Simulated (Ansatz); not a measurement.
**Geometry relaxation, with input and output: Al3N (part 1 of 2)**

- system: Al3N (P6/mmm, 4 atoms in the cell)
- method: DFT PBE, scalar-relativistic, plane waves, PAW, no spin polarisation (Ansatz 0.2.0)

The structure was made by swapping elements on the sites of another compound; it need not be a known phase. It belongs to a series of runs on one base structure; here: Li3N type (P6/mmm, No. 191). Figures and captions count atoms from 1; the log counts them from 0 in places.

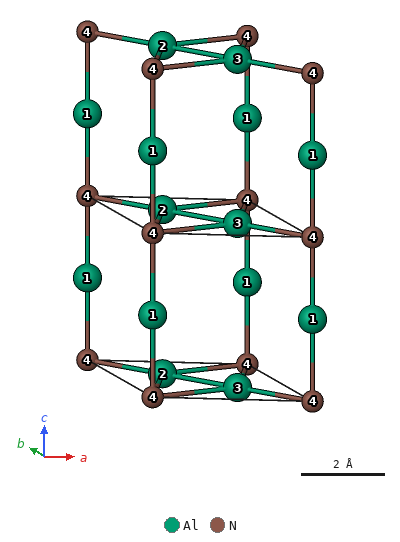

The input geometry (ball-and-stick view of the cell of the calculation, repeated 1 × 1 × 2, seen slightly off an axis; atoms are numbered from 1 in the order of the input). Near neighbours in the crystal (not all of them lie inside the picture): Al has 2 N at 2.06 Å; Al has 3 Al at 2.26 Å and 3 N at 2.26 Å; N has 8 Al at 2.06 to 2.26 Å.

Results in brief:

| quantity | value |
| --- | --- |
| outcome | converged |
| space group (tolerance 0.01 Å) | P6/mmm (191) |
| electrons treated | 14 |
| free energy | −1994.5814 eV |
| Fermi energy | 6.357 eV |
| gap on the k-point mesh | none (metallic) |
| pressure | 0.01 GPa |
| final volume | 66.20 Å³ |
| largest force (length of the vector) at the end | under 0.001 eV/Å |
| final cell | a = 4.661 Å, b = 4.661 Å, c = 3.519 Å, α = 90.00°, β = 90.00°, γ = 120.00° |
| hardware | 1 thread of Intel Xeon (Granite Rapids), 192 GiB of memory available, shared host |
| wall time | 6.4 s |
| peak memory | 0.33 GiB |

The input:
```yaml
crystal:
  lattice:
    - [3.908877349, 0.0, 0.0]
    - [-1.9544386745, 3.3851870846, 0.0]
    - [0.0, 0.0, 4.1254144135]
  atoms:
    - { symbol: Al, position: [0.0, 0.0, 0.5] }
    - { symbol: Al, position: [0.3333333333, 0.6666666667, 0.0] }
    - { symbol: Al, position: [0.6666666667, 0.3333333333, 0.0] }
    - { symbol: "N", position: [0.0, 0.0, 0.0] }
basis:
  ecutwfc: 420
kpoints:
  mp_grid: { grid: [6, 6, 4] }
hamiltonian:
  xc: pbe
scf:
  occupations: { method: gaussian, width: 0.1 }
  lower_state_search: "off"
output:
  forces: true
  stress: true
  eigenvalues: true
relax:
  adjacent_minimum: "off"
  f_tol: 0.04
  max_steps: 70
  cell: { stress_tol: 0.4 }
```

Launch command:
```bash
ansatz run input.yaml --threads 1 --pin off --max-ram 2560MiB --backend cpu --events-out ev --progress --plain --runs-dir out
```

Log:
```
Engine: ansatz 0.2.0, x86_64-unknown-linux-gnu
Pseudopotentials: kind: paw
Pseudopotential: Al, paw, valence charge 3, recommended cutoff 420 eV (normal), Al.paw.azcp
Pseudopotential: N, paw, valence charge 5, recommended cutoff 420 eV (normal), N.paw.azcp
Functional definition: PBE
  parameter kappa = 0.804
  parameter beta = 0.06672455060314922
  exchange = pbe_x(kappa = kappa, mu = beta*pi^2/3)
  correlation = pbe_c(beta = beta)
Crystal: 4 atoms, lattice volume = 54.589 Å³
Basis set: ecut = 420 eV, 1105 PW (Γ), exchange–correlation on 54×54×60 points (8 copies of the dense FFT grid, shifted against one another)
Bands: 11, of which v1, the nominal top of the filled ones, is band 7 counted from 1 (6 counted from 0)
Symmetry: 24 space group operations
Space group: P6/mmm (ITA 191), of the structure as read, at distance tolerance 3.8e-5 Å
k-points: 21 of 144
Non-local potential: Al, projectors of the file, l = 0: 2, l = 1: 2, l = 2: 1
Non-local potential: N, projectors of the file, l = 0: 2, l = 1: 2, l = 2: 1
PAW form: soft (Blöchl's): semilocal exchange-correlation on the pseudo side does not see the compensation charge
PAW one-centre angular grid: Al, 110 points (default); XC on 64 Gauss nodes
PAW one-centre angular grid: N, 110 points (default); XC on 64 Gauss nodes
Initial density: superposition of atomic densities (neutral atoms: chi_scale 0, normalization atom), corrected by the library's trained network
Initial wavefunctions: pseudopotential atomic-orbital guess
Functional: x = pbe(κ = 0.804, μ = 0.2195149727645171), c = pbe(β = 0.06672455060314922)
SCF iter   1: F=—  HF=-1992.063784 eV  |F-HF|=—  |Δ(HF+E_count)|=         —  Δρ=5.33e-3  dr2=1.31e-2  ethr=1.77e-3  ⟨swp⟩=6.0  Hψ=1622  notcnv=0
preconditioner: auto → none  [metal: Δε(μ)=0.050 eV  Ē_g=8.786 eV  σ=0.100 eV  W_gap=0.27  n_scr=8 (ndim 8)  ℏωp=18.8 eV  f_vac=0.000  D(μ)=2.98/eV (n_scr^D=22)  sad-step TF]
SCF iter   2: F=—  HF=-1992.062809 eV  |F-HF|=—  |Δ(HF+E_count)|=   9.75e-4  Δρ=3.36e-3  dr2=5.44e-3  ethr=9.35e-5  ⟨swp⟩=1.0  Hψ=399  notcnv=0
SCF iter   3: F=—  HF=-1992.062241 eV  |F-HF|=—  |Δ(HF+E_count)|=   5.69e-4  Δρ=1.82e-4  dr2=1.32e-5  ethr=3.89e-5  ⟨swp⟩=1.0  Hψ=231  notcnv=0
SCF iter   4: F=—  HF=-1992.062298 eV  |F-HF|=—  |Δ(HF+E_count)|=   5.74e-5  Δρ=3.08e-5  dr2=3.59e-7  ethr=9.41e-8  ⟨swp⟩=2.0  Hψ=376  notcnv=0
iter 5 did not close the SCF: its close was put off for the readings that it lacked (scf_convergence_deferred on its scf_iter line)
SCF iter   5: F=-1992.062298 eV  HF=-1992.062298 eV  |F-HF|=1.80e-9  |Δ(HF+E_count)|=   5.93e-8  Δρ=5.05e-6  dr2=8.56e-9  ethr=2.56e-9  ⟨swp⟩=2.6  Hψ=377  notcnv=0
SCF iter   6: F=-1992.062298 eV  HF=-1992.062298 eV  |F-HF|=9.23e-11  |Δ(HF+E_count)|=  3.46e-10  Δρ=7.15e-7  dr2=1.82e-10  ethr=6.11e-11  ⟨swp⟩=1.3  Hψ=718  notcnv=0
SCF 1 converged in 6 iterations: F = -1992.062298 eV  dr2 = 1.82e-10
  greatest PAW one-centre occupation: 0.836 electrons in one spin orbital (limit 2), on the N atom at site 3 (counted from 0), in its partial waves of l = 0
relax step   1: F+E_penalty+E_count = -1992.06229796 eV  Δ(F+E_penalty+E_count) = +0.000e0 eV  max|allowed force component| = 5.921e-16 eV/Å  Δτ_max = 0.0000 Å  P = +21.148 GPa  Ω = 54.589 Å³  (6 SCF iters, dr2 threshold 1.00e-7 eV, accepted)
Crystal: 4 atoms, lattice volume = 58.850 Å³
Basis set: ecut = 420 eV, 1165 PW (Γ), exchange–correlation on 54×54×60 points (8 copies of the dense FFT grid, shifted against one another)
Initial density: handed on by an earlier stage of this run
Initial wavefunctions: those handed on with the density
iter 1 solved again at ethr=7.78e-5 eV; its pass at ethr=3.10e-3 eV (dr2=1.09e-2 eV) is discarded
SCF iter   1: F=—  HF=-1993.083058 eV  |F-HF|=—  |Δ(HF+E_count)|=         —  Δρ=4.39e-3  dr2=1.10e-2  ethr=7.78e-5  ⟨swp⟩=1.0  Hψ=1805  notcnv=0
preconditioner: auto → none  [insulator: Δε(μ)=0.125 eV  Ē_g=8.367 eV  σ=0.100 eV  W_gap=0.62  n_scr=8 (ndim 8)  ℏωp=18.1 eV  f_vac=0.000  D(μ)=2.30/eV (n_scr^D=20)  ε∞_Penn≈5.7]
SCF iter   2: F=—  HF=-1993.077878 eV  |F-HF|=—  |Δ(HF+E_count)|=   5.18e-3  Δρ=1.92e-3  dr2=1.44e-3  ethr=7.78e-5  ⟨swp⟩=1.3  Hψ=265  notcnv=0
SCF iter   3: F=—  HF=-1993.076879 eV  |F-HF|=—  |Δ(HF+E_count)|=   9.99e-4  Δρ=3.18e-4  dr2=5.63e-5  ethr=1.03e-5  ⟨swp⟩=2.0  Hψ=349  notcnv=0
SCF iter   4: F=—  HF=-1993.076988 eV  |F-HF|=—  |Δ(HF+E_count)|=   1.09e-4  Δρ=7.27e-5  dr2=3.06e-6  ethr=4.02e-7  ⟨swp⟩=2.3  Hψ=358  notcnv=0
iter 5 did not close the SCF: its close was put off for the readings that it lacked (scf_convergence_deferred on its scf_iter line)
SCF iter   5: F=-1993.076987 eV  HF=-1993.076987 eV  |F-HF|=1.45e-8  |Δ(HF+E_count)|=   5.92e-7  Δρ=1.20e-5  dr2=3.54e-8  ethr=2.19e-8  ⟨swp⟩=2.6  Hψ=375  notcnv=0
SCF iter   6: F=-1993.076988 eV  HF=-1993.076988 eV  |F-HF|=6.59e-10  |Δ(HF+E_count)|=   1.73e-8  Δρ=1.71e-6  dr2=9.29e-10  ethr=2.53e-10  ⟨swp⟩=1.6  Hψ=706  notcnv=0
SCF 2 converged in 6 iterations: F = -1993.076988 eV  dr2 = 9.29e-10
  greatest PAW one-centre occupation: 0.834 electrons in one spin orbital (limit 2), on the N atom at site 3 (counted from 0), in its partial waves of l = 0
relax step   2: F+E_penalty+E_count = -1993.07698750 eV  Δ(F+E_penalty+E_count) = -1.015e0 eV  max|allowed force component| = 2.961e-16 eV/Å  Δτ_max = 0.0000 Å  P = +8.811 GPa  Ω = 58.850 Å³  energy of the carried Pulay correction = -4.560e-3 eV  (6 SCF iters, dr2 threshold 4.00e-7 eV, accepted)
Crystal: 4 atoms, lattice volume = 59.892 Å³
Basis set: ecut = 420 eV, 1171 PW (Γ), exchange–correlation on 54×54×60 points (8 copies of the dense FFT grid, shifted against one another)
iter 1 solved again at ethr=1.15e-3 eV; its pass at ethr=3.10e-3 eV (dr2=1.62e-1 eV) is discarded
SCF iter   1: F=—  HF=-1993.779647 eV  |F-HF|=—  |Δ(HF+E_count)|=         —  Δρ=1.40e-2  dr2=1.61e-1  ethr=1.15e-3  ⟨swp⟩=1.0  Hψ=1771  notcnv=0
preconditioner: auto → none  [metal: Δε(μ)=0.059 eV  Ē_g=8.353 eV  σ=0.100 eV  W_gap=0.31  n_scr=8 (ndim 8)  ℏωp=18.0 eV  f_vac=0.000  D(μ)=2.80/eV (n_scr^D=20)]
SCF iter   2: F=—  HF=-1993.751636 eV  |F-HF|=—  |Δ(HF+E_count)|=   2.80e-2  Δρ=4.32e-3  dr2=1.60e-2  ethr=1.15e-3  ⟨swp⟩=2.0  Hψ=272  notcnv=0
SCF iter   3: F=—  HF=-1993.748302 eV  |F-HF|=—  |Δ(HF+E_count)|=   3.33e-3  Δρ=7.50e-4  dr2=3.42e-4  ethr=1.14e-4  ⟨swp⟩=2.0  Hψ=314  notcnv=0
SCF iter   4: F=—  HF=-1993.748478 eV  |F-HF|=—  |Δ(HF+E_count)|=   1.76e-4  Δρ=2.08e-4  dr2=2.10e-5  ethr=2.45e-6  ⟨swp⟩=2.2  Hψ=382  notcnv=0
SCF iter   5: F=—  HF=-1993.748477 eV  |F-HF|=—  |Δ(HF+E_count)|=   7.60e-7  Δρ=3.61e-5  dr2=8.23e-7  ethr=1.50e-7  ⟨swp⟩=2.3  Hψ=352  notcnv=0
SCF iter   6: F=-1993.748477 eV  HF=-1993.748477 eV  |F-HF|=4.37e-8  |Δ(HF+E_count)|=   1.56e-8  Δρ=7.94e-6  dr2=5.63e-8  ethr=2.86e-9  ⟨swp⟩=5.1  Hψ=1125  notcnv=0
SCF 3 converged in 6 iterations: F = -1993.748477 eV  dr2 = 5.63e-8
  greatest PAW one-centre occupation: 0.832 electrons in one spin orbital (limit 2), on the N atom at site 3 (counted from 0), in its partial waves of l = 0
relax step   3: F+E_penalty+E_count = -1993.74847670 eV  Δ(F+E_penalty+E_count) = -6.715e-1 eV  max|allowed force component| = 2.868e-16 eV/Å  Δτ_max = 0.0000 Å  P = +4.824 GPa  Ω = 59.892 Å³  energy of the carried Pulay correction = -5.338e-3 eV  (6 SCF iters, dr2 threshold 4.00e-7 eV, accepted)
Crystal: 4 atoms, lattice volume = 60.006 Å³
Basis set: ecut = 420 eV, 1159 PW (Γ), exchange–correlation on 54×54×60 points (8 copies of the dense FFT grid, shifted against one another)
iter 1 solved again at ethr=1.83e-3 eV; its pass at ethr=3.10e-3 eV (dr2=2.56e-1 eV) is discarded
SCF iter   1: F=—  HF=-1994.270359 eV  |F-HF|=—  |Δ(HF+E_count)|=         —  Δρ=1.76e-2  dr2=2.56e-1  ethr=1.83e-3  ⟨swp⟩=1.0  Hψ=1780  notcnv=0
preconditioner: auto → none  [insulator: Δε(μ)=0.103 eV  Ē_g=8.469 eV  σ=0.100 eV  W_gap=0.51  n_scr=8 (ndim 8)  ℏωp=17.9 eV  f_vac=0.000  D(μ)=2.26/eV (n_scr^D=20)  ε∞_Penn≈5.5]
SCF iter   2: F=—  HF=-1994.224376 eV  |F-HF|=—  |Δ(HF+E_count)|=   4.60e-2  Δρ=5.26e-3  dr2=2.34e-2  ethr=1.83e-3  ⟨swp⟩=2.1  Hψ=309  notcnv=0
SCF iter   3: F=—  HF=-1994.219722 eV  |F-HF|=—  |Δ(HF+E_count)|=   4.65e-3  Δρ=1.14e-3  dr2=7.08e-4  ethr=1.67e-4  ⟨swp⟩=1.9  Hψ=310  notcnv=0
SCF iter   4: F=—  HF=-1994.219630 eV  |F-HF|=—  |Δ(HF+E_count)|=   9.25e-5  Δρ=1.68e-4  dr2=1.14e-5  ethr=5.05e-6  ⟨swp⟩=1.7  Hψ=363  notcnv=0
SCF iter   5: F=—  HF=-1994.219894 eV  |F-HF|=—  |Δ(HF+E_count)|=   2.65e-4  Δρ=3.23e-5  dr2=3.72e-7  ethr=2.86e-9  ⟨swp⟩=3.8  Hψ=1169  notcnv=0
SCF iter   6: F=-1994.219895 eV  HF=-1994.219895 eV  |F-HF|=2.98e-9  |Δ(HF+E_count)|=   2.83e-7  Δρ=3.58e-6  dr2=4.74e-9  ethr=2.66e-9  ⟨swp⟩=1.8  Hψ=754  notcnv=0
SCF 4 converged in 6 iterations: F = -1994.219895 eV  dr2 = 4.74e-9
  greatest PAW one-centre occupation: 0.828 electrons in one spin orbital (limit 2), on the N atom at site 3 (counted from 0), in its partial waves of l = 0
relax step   4: F+E_penalty+E_count = -1994.21989465 eV  Δ(F+E_penalty+E_count) = -4.714e-1 eV  max|allowed force component| = 2.868e-16 eV/Å  Δτ_max = 0.0000 Å  P = +4.021 GPa  Ω = 60.006 Å³  energy of the carried Pulay correction = -5.146e-3 eV  (6 SCF iters, dr2 threshold 4.00e-7 eV, accepted)
Crystal: 4 atoms, lattice volume = 62.304 Å³
Basis set: ecut = 420 eV, 1229 PW (Γ), exchange–correlation on 54×54×60 points (8 copies of the dense FFT grid, shifted against one another)
iter 1 solved again at ethr=2.33e-3 eV; its pass at ethr=3.10e-3 eV (dr2=3.27e-1 eV) is discarded
SCF iter   1: F=—  HF=-1994.494314 eV  |F-HF|=—  |Δ(HF+E_count)|=         —  Δρ=1.85e-2  dr2=3.27e-1  ethr=2.33e-3  ⟨swp⟩=1.0  Hψ=1792  notcnv=0
preconditioner: auto → none  [insulator: Δε(μ)=0.111 eV  Ē_g=8.412 eV  σ=0.100 eV  W_gap=0.55  n_scr=8 (ndim 8)  ℏωp=17.6 eV  f_vac=0.000  D(μ)=2.42/eV (n_scr^D=20)  ε∞_Penn≈5.4]
SCF iter   2: F=—  HF=-1994.433377 eV  |F-HF|=—  |Δ(HF+E_count)|=   6.09e-2  Δρ=5.47e-3  dr2=2.82e-2  ethr=2.33e-3  ⟨swp⟩=2.0  Hψ=275  notcnv=0
SCF iter   3: F=—  HF=-1994.427617 eV  |F-HF|=—  |Δ(HF+E_count)|=   5.76e-3  Δρ=1.13e-3  dr2=3.08e-4  ethr=2.02e-4  ⟨swp⟩=1.4  Hψ=388  notcnv=0
SCF iter   4: F=—  HF=-1994.427736 eV  |F-HF|=—  |Δ(HF+E_count)|=   1.19e-4  Δρ=1.51e-4  dr2=2.28e-5  ethr=2.20e-6  ⟨swp⟩=2.6  Hψ=405  notcnv=0
iter 5 did not close the SCF: its close was put off for the readings that it lacked (scf_convergence_deferred on its scf_iter line)
SCF iter   5: F=-1994.427733 eV  HF=-1994.427733 eV  |F-HF|=4.48e-8  |Δ(HF+E_count)|=   3.37e-6  Δρ=1.87e-5  dr2=2.16e-7  ethr=1.63e-7  ⟨swp⟩=2.2  Hψ=344  notcnv=0
SCF iter   6: F=-1994.427733 eV  HF=-1994.427733 eV  |F-HF|=5.03e-9  |Δ(HF+E_count)|=   1.61e-8  Δρ=4.14e-6  dr2=4.54e-9  ethr=1.54e-9  ⟨swp⟩=2.7  Hψ=917  notcnv=0
SCF 5 converged in 6 iterations: F = -1994.427733 eV  dr2 = 4.54e-9
  greatest PAW one-centre occupation: 0.827 electrons in one spin orbital (limit 2), on the N atom at site 3 (counted from 0), in its partial waves of l = 0
relax step   5: F+E_penalty+E_count = -1994.42773303 eV  Δ(F+E_penalty+E_count) = -2.078e-1 eV  max|allowed force component| = 1.758e-16 eV/Å  Δτ_max = 0.0000 Å  P = +3.703 GPa  Ω = 62.304 Å³  energy of the carried Pulay correction = -7.176e-3 eV  (6 SCF iters, dr2 threshold 4.00e-7 eV, accepted)
Crystal: 4 atoms, lattice volume = 64.788 Å³
Basis set: ecut = 420 eV, 1265 PW (Γ), exchange–correlation on 54×54×60 points (8 copies of the dense FFT grid, shifted against one another)
iter 1 solved again at ethr=5.28e-4 eV; its pass at ethr=3.10e-3 eV (dr2=7.39e-2 eV) is discarded
SCF iter   1: F=—  HF=-1994.465996 eV  |F-HF|=—  |Δ(HF+E_count)|=         —  Δρ=9.09e-3  dr2=7.21e-2  ethr=5.28e-4  ⟨swp⟩=1.0  Hψ=1716  notcnv=0
preconditioner: auto → none  [metal: Δε(μ)=0.078 eV  Ē_g=8.035 eV  σ=0.100 eV  W_gap=0.37  n_scr=8 (ndim 8)  ℏωp=17.3 eV  f_vac=0.000  D(μ)=2.25/eV (n_scr^D=20)]
SCF iter   2: F=—  HF=-1994.454050 eV  |F-HF|=—  |Δ(HF+E_count)|=   1.19e-2  Δρ=3.19e-3  dr2=9.41e-3  ethr=5.15e-4  ⟨swp⟩=1.3  Hψ=247  notcnv=0
SCF iter   3: F=—  HF=-1994.452068 eV  |F-HF|=—  |Δ(HF+E_count)|=   1.98e-3  Δρ=4.77e-4  dr2=1.36e-4  ethr=6.72e-5  ⟨swp⟩=2.0  Hψ=304  notcnv=0
SCF iter   4: F=—  HF=-1994.452130 eV  |F-HF|=—  |Δ(HF+E_count)|=   6.27e-5  Δρ=6.99e-5  dr2=1.70e-6  ethr=9.74e-7  ⟨swp⟩=2.1  Hψ=336  notcnv=0
iter 5 did not close the SCF: its close was put off for the readings that it lacked (scf_convergence_deferred on its scf_iter line)
SCF iter   5: F=-1994.452132 eV  HF=-1994.452132 eV  |F-HF|=3.84e-8  |Δ(HF+E_count)|=   1.21e-6  Δρ=9.47e-6  dr2=2.50e-8  ethr=1.21e-8  ⟨swp⟩=2.4  Hψ=369  notcnv=0
SCF iter   6: F=-1994.452132 eV  HF=-1994.452132 eV  |F-HF|=3.95e-10  |Δ(HF+E_count)|=   4.03e-8  Δρ=1.20e-6  dr2=5.47e-10  ethr=1.79e-10  ⟨swp⟩=1.0  Hψ=704  notcnv=0
SCF 6 converged in 6 iterations: F = -1994.452132 eV  dr2 = 5.47e-10
  greatest PAW one-centre occupation: 0.824 electrons in one spin orbital (limit 2), on the N atom at site 3 (counted from 0), in its partial waves of l = 0
relax step   6: F+E_penalty+E_count = -1994.45213175 eV  Δ(F+E_penalty+E_count) = -2.440e-2 eV  max|allowed force component| = 1.295e-16 eV/Å  Δτ_max = 0.0000 Å  P = -0.990 GPa  Ω = 64.788 Å³  energy of the carried Pulay correction = -9.708e-3 eV  (6 SCF iters, dr2 threshold 4.00e-7 eV, accepted)
Crystal: 4 atoms, lattice volume = 64.164 Å³
Basis set: ecut = 420 eV, 1241 PW (Γ), exchange–correlation on 54×54×60 points (8 copies of the dense FFT grid, shifted against one another)
iter 1 solved again at ethr=2.70e-5 eV; its pass at ethr=3.10e-3 eV (dr2=3.77e-3 eV) is discarded
SCF iter   1: F=—  HF=-1994.455987 eV  |F-HF|=—  |Δ(HF+E_count)|=         —  Δρ=2.15e-3  dr2=3.91e-3  ethr=2.70e-5  ⟨swp⟩=1.0  Hψ=1498  notcnv=0
preconditioner: auto → none  [insulator: Δε(μ)=0.140 eV  Ē_g=8.155 eV  σ=0.100 eV  W_gap=0.60  n_scr=8 (ndim 8)  ℏωp=17.3 eV  f_vac=0.000  D(μ)=2.23/eV (n_scr^D=20)  ε∞_Penn≈5.5]
SCF iter   2: F=—  HF=-1994.455311 eV  |F-HF|=—  |Δ(HF+E_count)|=   6.77e-4  Δρ=7.40e-4  dr2=4.72e-4  ethr=2.70e-5  ⟨swp⟩=1.2  Hψ=250  notcnv=0
SCF iter   3: F=—  HF=-1994.455217 eV  |F-HF|=—  |Δ(HF+E_count)|=   9.39e-5  Δρ=1.05e-4  dr2=3.76e-6  ethr=3.37e-6  ⟨swp⟩=2.2  Hψ=320  notcnv=0
SCF iter   4: F=—  HF=-1994.455296 eV  |F-HF|=—  |Δ(HF+E_count)|=   7.94e-5  Δρ=1.39e-5  dr2=1.78e-7  ethr=2.69e-8  ⟨swp⟩=2.6  Hψ=386  notcnv=0
iter 5 did not close the SCF: its close was put off for the readings that it lacked (scf_convergence_deferred on its scf_iter line)
SCF iter   5: F=-1994.455296 eV  HF=-1994.455296 eV  |F-HF|=1.00e-9  |Δ(HF+E_count)|=   1.27e-8  Δρ=3.50e-6  dr2=6.69e-9  ethr=1.27e-9  ⟨swp⟩=2.1  Hψ=335  notcnv=0
SCF iter   6: F=-1994.455296 eV  HF=-1994.455296 eV  |F-HF|=7.73e-12  |Δ(HF+E_count)|=   2.35e-9  Δρ=4.57e-7  dr2=9.76e-11  ethr=4.78e-11  ⟨swp⟩=1.0  Hψ=700  notcnv=0
SCF 7 converged in 6 iterations: F = -1994.455296 eV  dr2 = 9.76e-11
  greatest PAW one-centre occupation: 0.825 electrons in one spin orbital (limit 2), on the N atom at site 3 (counted from 0), in its partial waves of l = 0
relax step   7: F+E_penalty+E_count = -1994.45529613 eV  Δ(F+E_penalty+E_count) = -3.164e-3 eV  max|allowed force component| = 1.897e-16 eV/Å  Δτ_max = 0.0000 Å  P = +0.110 GPa  Ω = 64.164 Å³  energy of the carried Pulay correction = -9.081e-3 eV  (6 SCF iters, dr2 threshold 4.00e-7 eV, accepted)
Basis set: ecut = 420 eV, 1241 PW (Γ), exchange–correlation on 64×64×48 points (8 copies of the dense FFT grid, shifted against one another)
Initial wavefunctions: pseudopotential atomic-orbital guess (no wavefunctions were taken with the density)
iter 1 solved again at ethr=1.10e-5 eV; its pass at ethr=3.10e-3 eV (dr2=1.54e-3 eV) is discarded
SCF iter   1: F=—  HF=-1994.563463 eV  |F-HF|=—  |Δ(HF+E_count)|=         —  Δρ=2.61e-3  dr2=1.67e-3  ethr=1.10e-5  ⟨swp⟩=1.9  Hψ=2035  notcnv=0
preconditioner: auto → none  [insulator: Δε(μ)=0.140 eV  Ē_g=8.140 eV  σ=0.100 eV  W_gap=0.60  n_scr=8 (ndim 8)  ℏωp=17.3 eV  f_vac=0.000  D(μ)=2.25/eV (n_scr^D=20)  ε∞_Penn≈5.5]
SCF iter   2: F=—  HF=-1994.564136 eV  |F-HF|=—  |Δ(HF+E_count)|=   6.72e-4  Δρ=1.09e-3  dr2=1.69e-4  ethr=1.10e-5  ⟨swp⟩=2.3  Hψ=364  notcnv=0
SCF iter   3: F=—  HF=-1994.564473 eV  |F-HF|=—  |Δ(HF+E_count)|=   3.37e-4  Δρ=2.00e-4  dr2=3.56e-6  ethr=1.20e-6  ⟨swp⟩=2.0  Hψ=362  notcnv=0
SCF iter   4: F=—  HF=-1994.564939 eV  |F-HF|=—  |Δ(HF+E_count)|=   4.66e-4  Δρ=2.04e-5  dr2=1.01e-7  ethr=2.55e-8  ⟨swp⟩=2.0  Hψ=378  notcnv=0
SCF iter   5: F=—  HF=-1994.564939 eV  |F-HF|=—  |Δ(HF+E_count)|=   7.23e-8  Δρ=3.36e-6  dr2=5.80e-9  ethr=7.20e-10  ⟨swp⟩=2.1  Hψ=358  notcnv=0
SCF iter   6: F=-1994.564939 eV  HF=-1994.564939 eV  |F-HF|=6.14e-12  |Δ(HF+E_count)|=  7.52e-10  Δρ=3.78e-7  dr2=6.62e-11  ethr=1.83e-11  ⟨swp⟩=4.0  Hψ=734  notcnv=0
SCF 8 converged in 6 iterations: F = -1994.564939 eV  dr2 = 6.62e-11
```
